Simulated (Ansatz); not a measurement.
Ge$_{8}$HS$_{8}$ (cell with a defect)

```cif
data_structure
_symmetry_space_group_name_H-M 'P 1'
_symmetry_Int_Tables_number 1
_cell_length_a 5.7712
_cell_length_b 5.7712
_cell_length_c 10.7854
_cell_angle_alpha 90.000
_cell_angle_beta 90.000
_cell_angle_gamma 101.157
_cell_volume 352.44
loop_
_atom_site_label
_atom_site_type_symbol
_atom_site_fract_x
_atom_site_fract_y
_atom_site_fract_z
_atom_site_occupancy
Ge1 Ge 0.20110 0.56137 0.13715 1
Ge2 Ge 0.70417 0.06191 0.12922 1
Ge3 Ge 0.83627 0.45426 0.87641 1
Ge4 Ge 0.31305 0.92791 0.87360 1
Ge5 Ge 0.70420 0.55943 0.37921 1
Ge6 Ge 0.20441 0.06184 0.37807 1
Ge7 Ge 0.32834 0.44840 0.62227 1
Ge8 Ge 0.82112 0.95403 0.63046 1
S1 S 0.13715 0.62775 0.35806 1
S2 S 0.63508 0.12994 0.35303 1
S3 S 0.89811 0.38512 0.65464 1
S4 S 0.38767 0.88365 0.65506 1
S5 S 0.13660 0.12829 0.15534 1
S6 S 0.63521 0.63041 0.15623 1
S7 S 0.88615 0.88522 0.85302 1
S8 S 0.40201 0.37794 0.84570 1
H1 H 0.31748 0.62333 0.88950 1
```

The program warned that a starting moment wasn't kept; spin-polarised.

Computed with Ansatz, DFT PBE, scalar-relativistic, plane waves, PAW.

> What will maps of the valence pseudo-density and electron localisation function show?

Ge–S (2.42 Å): ρ at the midpoint is about 0.51 e/Å³; the ELF peaks at about 0.85 in the valence shell of S, 0.8 Å from its nucleus, and is about 0.65 at the midpoint.
Ge–S (2.46 Å): the density is about 0.48 e/Å³ at the midpoint; the ELF peaks at about 0.85 in the valence shell of S, 0.8 Å from its nucleus, and is about 0.65 at the midpoint.

> Does the calculation make it a metal, or give it a gap?

It is metallic or semimetallic at this level of theory: no gap opens.

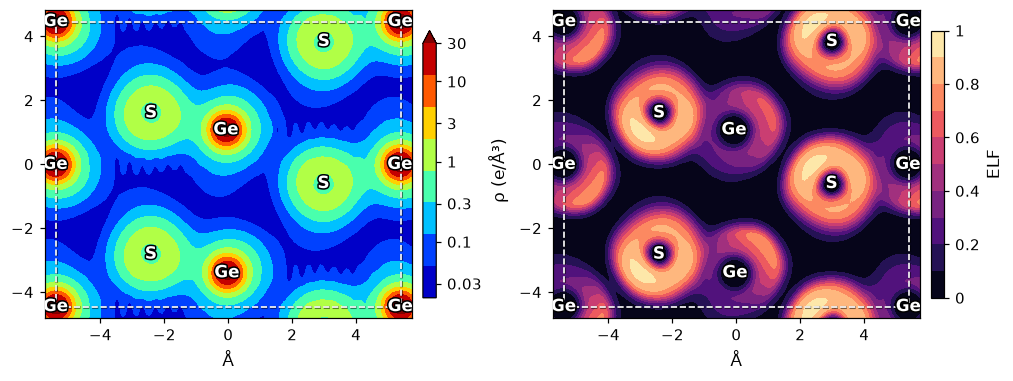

Computed valence pseudo-density and electron localisation function on the (110) plane of the calculation cell, in this order. 

In a PAW calculation such maps are meaningful between the atoms, not at the nuclei.
